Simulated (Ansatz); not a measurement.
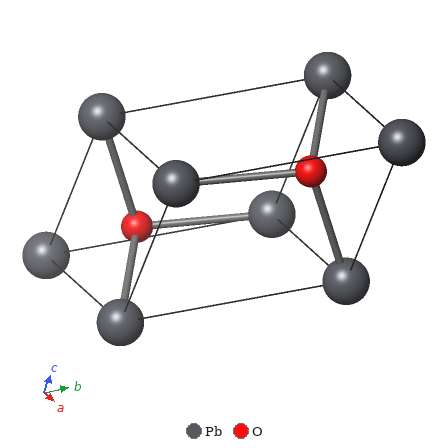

System: PbO₂, space group R-3m (No. 166) (cell built by us, not taken from a database). The picture shows the cell.

The given structure:
```
CELL_PARAMETERS angstrom
1.72316 0.99487 4.44785
-1.72316 0.99487 4.44785
0.00000 -1.98974 4.44785
ATOMIC_POSITIONS crystal
Pb 0.00000 0.00000 0.00000
O 0.25565 0.25565 0.25565
O 0.74435 0.74435 0.74435
```

Computed with Ansatz 0.2.0: plane-wave density functional theory, PAW datasets, Gaussian smearing 0.05 eV: elastic constants from the stress of strained cells with relaxed atoms, Voigt order in the Cartesian frame of the cell vectors, engineering shear strains. Level: PBE, no spin polarisation.

PAW set soft_2; wave cutoff 420 eV; k mesh 12×12×12; symmetry use detected.

What does the calculation give for the sound velocities against the direction of travel in the xz plane, from the elastic constants and the density?

Along x the longitudinal wave runs at 4.68 km/s and the transverse ones at 2.63 and 1.44 km/s; along y the longitudinal wave runs at 4.69 km/s and the transverse ones at 2.58 and 1.51 km/s; along z the longitudinal wave runs at 1.53 km/s and the transverse ones at 1.53 and 1.31 km/s; along x + y they run at 4.69, 2.60 and 1.48 km/s (density 8.68 g/cm³). Over all directions E runs from 9.4 to 147.6 GPa, a ratio of 16, a strong anisotropy. E is 130.6 GPa along x, 130.6 GPa along y and 9.4 GPa along z, and 41.3 GPa along the body diagonal x + y + z. The Hill averages are K = 42.9 GPa and G = 26.6 GPa, Poisson's ratio 0.24; K/G = 1.61.

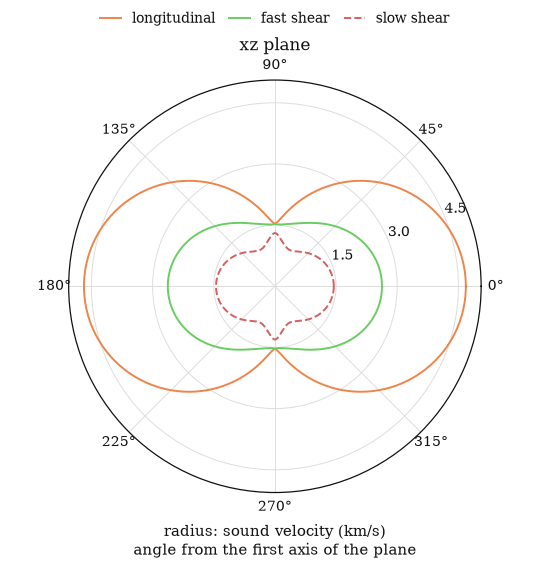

Limits of the calculation: no dispersion term, layers or molecules are underbound.
